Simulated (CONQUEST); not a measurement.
**Energy of Nb along an even scaling of the cell**

System: Nb (Im-3m, 2 atoms in the cell).
Method: Kohn-Sham DFT of a periodic cell, PBEsol, PseudoDojo NC PBEsol, no spin polarisation (CONQUEST 1.3).

The 7 runs differ only in the geometry, by an even scaling of the cell at fixed fractional positions. The structure derives from an entry of the Crystallography Open Database.

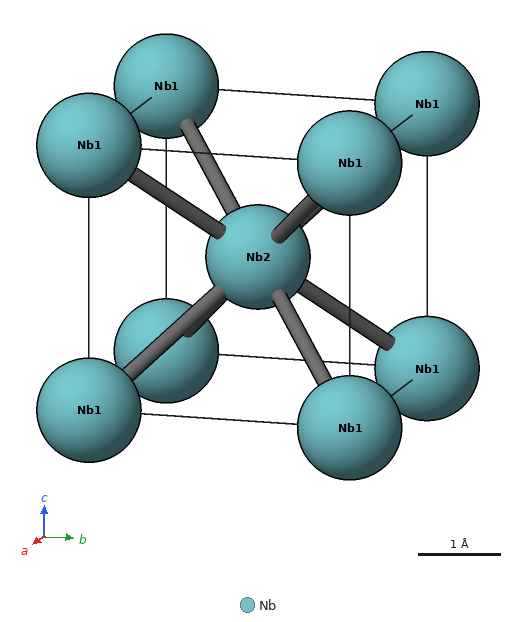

Figure 1. The structure of run 4 (ball-and-stick view of the cell of the calculation, seen slightly off an axis; atoms are numbered from 1 in the order of the input). An atom can appear more than once, as a periodic image.

**Input of run 4**
```
IO.Title Nb
IO.Coordinates coords.dat
IO.FractionalAtomicCoords T
IO.Iprint 2
IO.Iprint_init 1
General.NumberOfSpecies 1
General.PseudopotentialType hamann
AtomMove.TypeOfRun static
AtomMove.FullStress T
Grid.PointsAlongX 32
Grid.PointsAlongY 32
Grid.PointsAlongZ 32
DM.SolutionMethod diagon
Diag.MPMesh T
Diag.GammaCentred T
Diag.MPMeshX 8
Diag.MPMeshY 8
Diag.MPMeshZ 8
Diag.kT 0.00183747
minE.SCTolerance 1e-6
SC.MaxIters 100
IO.AtomChargeOutput T
%block ChemicalSpeciesLabel
1 92.910 Nb
%endblock
```

Command:
```bash
OMP_NUM_THREADS=1 Conquest
```

Lattice vectors (Å) and fractional positions of run 4:
```
   3.327900    0.000000    0.000000
   0.000000    3.327900    0.000000
   0.000000    0.000000    3.327900
Nb  0.000000  0.000000  0.000000
Nb  0.500000  0.500000  0.500000
```

Run 2 has the same physical settings and fractional positions; its lattice vectors (Å) are:
```
   3.282923    0.000000    0.000000
   0.000000    3.282923    0.000000
   0.000000    0.000000    3.282923
```

**Results, with one run withheld**

```csv
run,volume per atom (Å³),"free energy per atom, from the lowest run given (meV)",pressure (GPa)
1,17.322,0.00,3.44
2,17.691,?,?
3,18.060,1.53,−3.69
4,18.428,15.41,−7.62
5,18.797,35.73,−9.85
6,19.165,61.91,−13.53
7,19.534,95.17,−15.44
```

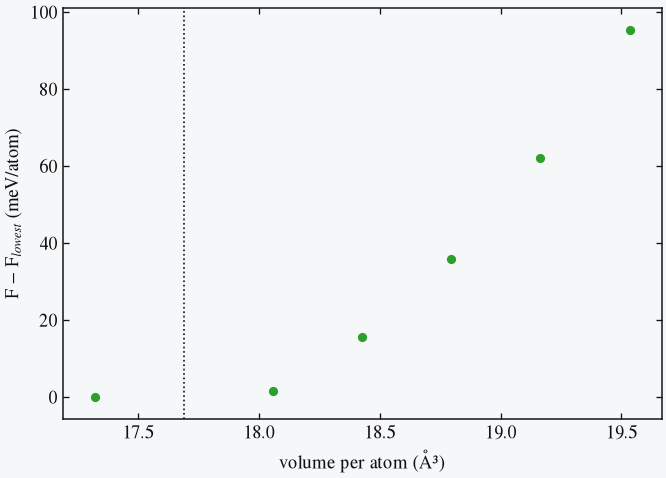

Figure 2. Free energy per atom of the runs given; the dotted line marks run 2.

Estimate the energy of run 2 from the others.

A cubic polynomial in V^(−2/3) (the Birch–Murnaghan form), fitted to the 6 runs given, misses them by at most 0.43 meV per atom. With x = V^(−2/3) − 0.14282 Å⁻², it reads F = 19.926 − 9965.6 x + 1.0535e+06 x² + 3.7867e+05 x³ (meV per atom). At run 2 it gives −3.54 meV per atom, and the run itself gives −3.16. The slope of the fit gives a pressure −dF/dV of −0.47 GPa there, and the run prints −0.57 GPa. The two needn't agree exactly: the fit is approximate, and the printed stress is taken on a finite basis. The fit has its minimum at 17.646 Å³ per atom, where V d²F/dV² gives 186 GPa: the bulk modulus at this level, since symmetry fixes the shape and the positions.

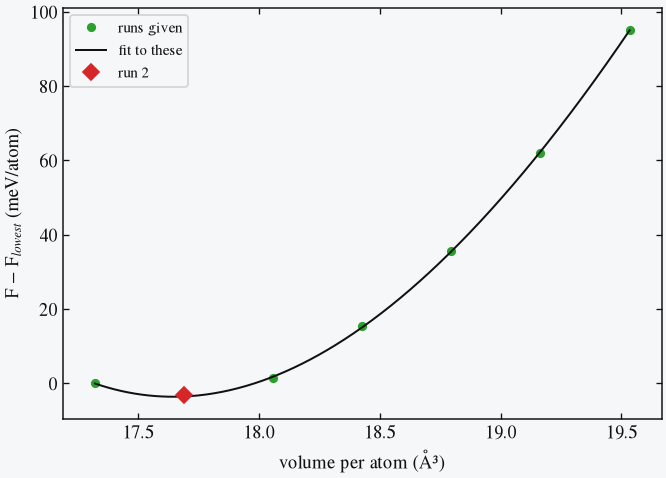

Figure 3. The fit and the withheld run.

**Some lines of the output (run 2)**
```
[...]
          DFT Total Energy                 :      -124.451145470696517 Ha
          Free Energy (E-TS)               :      -124.481605043014369 Ha
          DFT Total Energy                 :      -124.478491062529244 Ha
          Free Energy (E-TS)               :      -124.480095115018827 Ha
          DFT Total Energy                 :      -124.479346248935315 Ha
          Free Energy (E-TS)               :      -124.480053305465546 Ha
          DFT Total Energy                 :      -124.479351059296221 Ha
          Free Energy (E-TS)               :      -124.480052886123673 Ha
          DFT Total Energy                 :      -124.479350783113389 Ha
          Free Energy (E-TS)               :      -124.480052969802315 Ha
          DFT Total Energy                 :      -124.479350843966955 Ha
      | Free Energy as E-TS      =      -124.480052969802315 Ha
      |* DFT total energy        =      -124.479350843966955 Ha
    force: Average pressure:     -0.57201371 GPa
```

Notes: With a small basis of atomic orbitals these values can differ much from converged plane-wave results.
